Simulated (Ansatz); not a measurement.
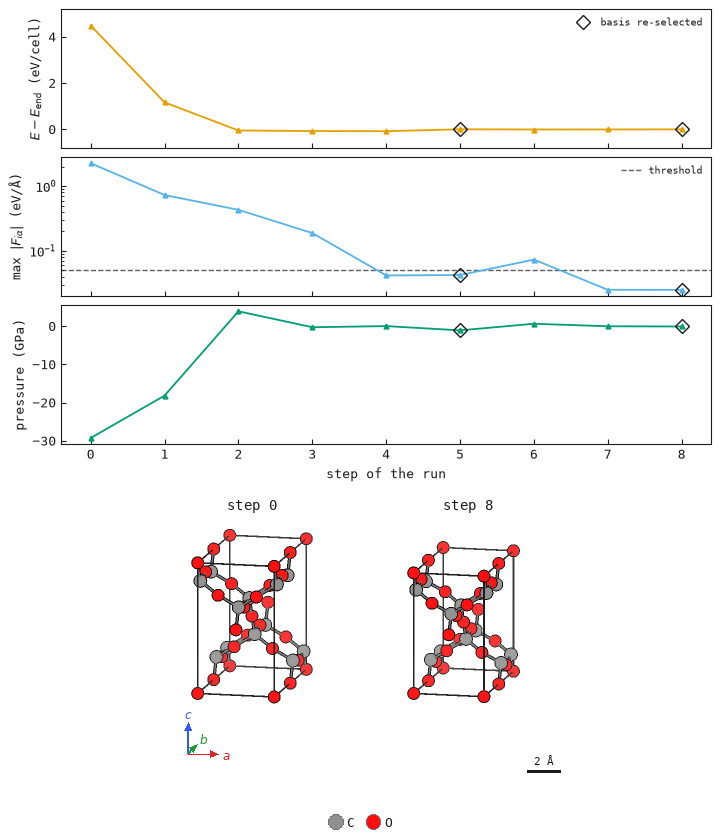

First and last geometry of a relaxation of crystalline CO$_{2}$ (a generated structure, set up in Imma) (coarse preliminary run), with the history of the run. A ball-and-stick model of the conventional cell (2 times the calculation's cell), seen slightly off an axis. Lengths and directions refer to the drawn axes.

Case: Si → C on all its sites, cell and atoms relaxed.

Method: Ansatz, DFT LDA, scalar-relativistic, plane waves, PAW.

Input file:
```yaml
crystal:
  lattice:
    - [-2.3821531618, 4.3158941831, 4.0415393131]
    - [2.3821531618, -4.3158941831, 4.0415393131]
    - [2.3821531618, 4.3158941831, -4.0415393131]
  atoms:
    - { symbol: C, position: [0.9275554424, 0.844101521, 0.0834539215] }
    - { symbol: C, position: [0.7393524005, 0.155898479, 0.5834539215] }
    - { symbol: C, position: [0.0724445576, 0.155898479, 0.9165460785] }
    - { symbol: C, position: [0.2606475995, 0.844101521, 0.4165460785] }
    - { symbol: O, position: [0.1278353228, 0.8778353228, 0.25] }
    - { symbol: O, position: [0.8721646772, 0.1221646772, 0.75] }
    - { symbol: O, position: [0.7902925021, 0.5, 0.7902925021] }
    - { symbol: O, position: [0.2097074979, 0.0, 0.7097074979] }
    - { symbol: O, position: [0.2097074979, 0.5, 0.2097074979] }
    - { symbol: O, position: [0.7902925021, 0.0, 0.2902925021] }
    - { symbol: O, position: [0.0, 0.0, 0.0] }
    - { symbol: O, position: [0.5, 0.0, 0.5] }
basis:
  ecutwfc: 420
kpoints:
  mp_grid: { grid: [6, 6, 6] }
hamiltonian:
  xc: lda
scf:
  occupations: { method: gaussian, width: 0.1 }
output:
  forces: true
  stress: true
  eigenvalues: true
relax:
  adjacent_minimum: "off"
  f_tol: 0.05
  max_steps: 60
  cell: { stress_tol: 0.5 }
```

Command:
```bash
ansatz run input.yaml --threads 2 --pin off --max-ram 5120MiB --backend cpu --events-out ev --progress --plain --runs-dir out
```

Read the history and describe the run.

It converged. Over 6 accepted moves (8 points after the start) the energy falls by 4.483 eV per cell of the calculation. The largest force component goes from 2.3 to 0.025 eV/Å. The pressure goes from −29.25 to −0.07 GPa. The SCF was repeated twice at an unchanged geometry on a basis and grid sized afresh for the cell, which shifted the energy by 84.3 meV per cell of the calculation at most. The largest moves relative to the cell, 0.12 Å, are those of O7, O8, O9 and O10. O10 goes along −b. By element the largest moves are O 0.12 Å, C 0.01 Å. Cell: a 4.764 → 4.375 Å (−8.2 %), b 8.632 → 7.936 Å (−8.1 %), c 8.083 → 7.459 Å (−7.7 %). Volume −22.1 %. Among the contacts that change: C1–O11 1.452 → 1.346 Å, C1–O5 1.463 → 1.374 Å, C1–O10 1.462 → 1.376 Å. Among the angles between lasting bonds that change: C1–O7–C2 150.5° → 140.5°, C1–O5–C4 158.5° → 148.6°, O5–C4–O8 110.3° → 117.5°. The space group stays Imma (No. 74). The run took 81 s on 2 threads of Arm Neoverse V2 (shared host), peak memory 0.56 GiB.
